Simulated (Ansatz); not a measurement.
Consider Sn2Ge.

Input file:

```
crystal:
  lattice:
    - [-2.2520546588, 2.2520546588, 9.548863076]
    - [2.2520546588, -2.2520546588, 9.548863076]
    - [2.2520546588, 2.2520546588, -9.548863076]
  atoms:
    - { symbol: Sn, position: [0.6704868306, 0.6704868306, 0.0] }
    - { symbol: Sn, position: [0.3295131694, 0.3295131694, 0.0] }
    - { symbol: Sn, position: [0.0795131694, 0.5795131694, 0.5] }
    - { symbol: Sn, position: [0.4204868306, 0.9204868306, 0.5] }
    - { symbol: Ge, position: [0.0, 0.0, 0.0] }
    - { symbol: Ge, position: [0.75, 0.25, 0.5] }
basis:
  ecutwfc: 420
kpoints:
  mp_grid: { grid: [12, 12, 12] }
hamiltonian:
  xc: pbe
scf:
  occupations: { method: gaussian, width: 0.1 }
output:
  forces: true
  stress: true
  eigenvalues: true
  write_density: true
  write_potential: true
  elf: true
  volumetric_format: npy
relax:
  adjacent_minimum: "off"
  f_tol: 0.01
  max_steps: 80
  cell: { stress_tol: 0.05 }
```

Run with:

```sh
ansatz run input.yaml --threads 1 --pin off --max-ram 2560MiB --backend cpu --events-out ev --progress --plain --runs-dir out
```

Below, planes, directions and counts refer to the conventional cell (a = 4.49 Å, b = 4.49 Å, c = 19.18 Å, α = 90.00°, β = 90.00°, γ = 90.00°).

The fields are those of the run's last geometry, not of the input's.

Space group I4₁/amd; a structure generated by program, which may or may not match a known phase.

Level of theory: DFT PBE, scalar-relativistic, plane waves, PAW (Ansatz).

**What can the converged valence pseudo-density and electron localisation function tell about the bonding?**

Sn–Ge (2.72 Å): ρ at the midpoint is about 0.38 e/Å³; the ELF peaks at about 0.70 between the atoms.
Sn–Sn (2.84 Å): the density is about 0.35 e/Å³ at the midpoint; the ELF peaks at about 0.65 between the atoms.

**Metal or insulator at this level of theory?**

It is metallic or semimetallic at this level of theory: no gap opens.

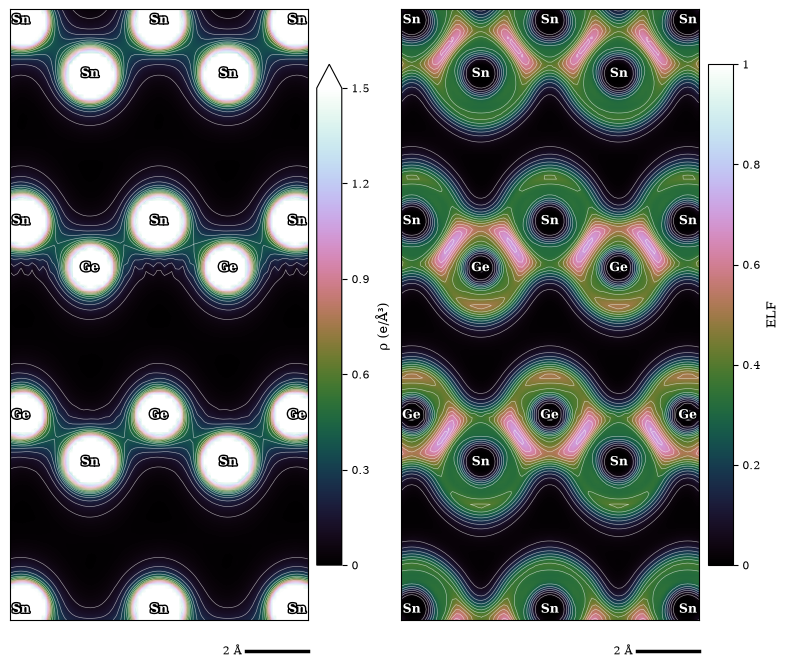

Computed valence pseudo-density and electron localisation function on the (100) plane of the conventional cell, in this order. 
